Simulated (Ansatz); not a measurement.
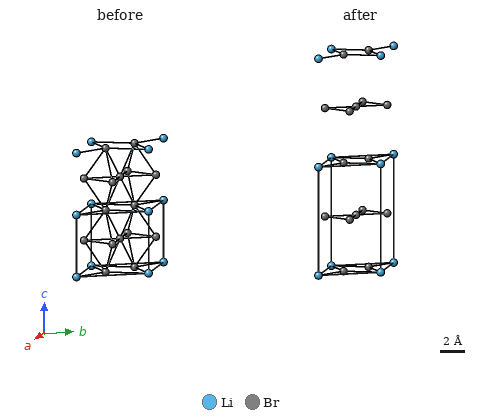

The structure of a crystal of LiBr₅ (a generated structure, set up in P6/mmm) before (left) and after (right) a relaxation, at one scale.

Style: ball-and-stick. Shown: the cell of the calculation, repeated 1 × 1 × 2 with one cell outlined, slightly off an axis.

All numbers below come from Ansatz 0.2.0, DFT PBE, scalar-relativistic, plane waves, PAW. (plane-wave cutoff 420 eV; k-point mesh 6 × 6 × 8; occupations gaussian; smearing width 0.1 eV; no spin polarisation; cell and atoms relaxed; force threshold 0.01 eV/Å; at most 80 steps)

### What changed between the two?

No atom moves by more than 0.005 Å relative to the cell. Cell: a = b 6.412 → 5.537 Å (−13.7 %), c 5.277 → 9.229 Å (+74.9 %). Volume +30.4 %. Some distances before and after: Br–Br 3.223 → 4.884 Å, Br–Li 3.702 → 3.197 Å, Br–Br 3.702 → 3.197 Å, Br–Br 3.206 → 2.768 Å. The space group stays P6/mmm (No. 191). The energy falls by 325 meV per atom in 19 accepted moves (22 points after the start). All forces vanish by symmetry, so only the cell relaxes. Pressure: 0.41 GPa at the start and 0.00 GPa at the end. At 3 points the geometry stayed and the basis and grid were re-selected for the new cell (energy shift of 26.5 meV per atom at most each time). The run took 3.5 min on 1 thread of Arm Neoverse V2 (shared host), peak memory 0.52 GiB.
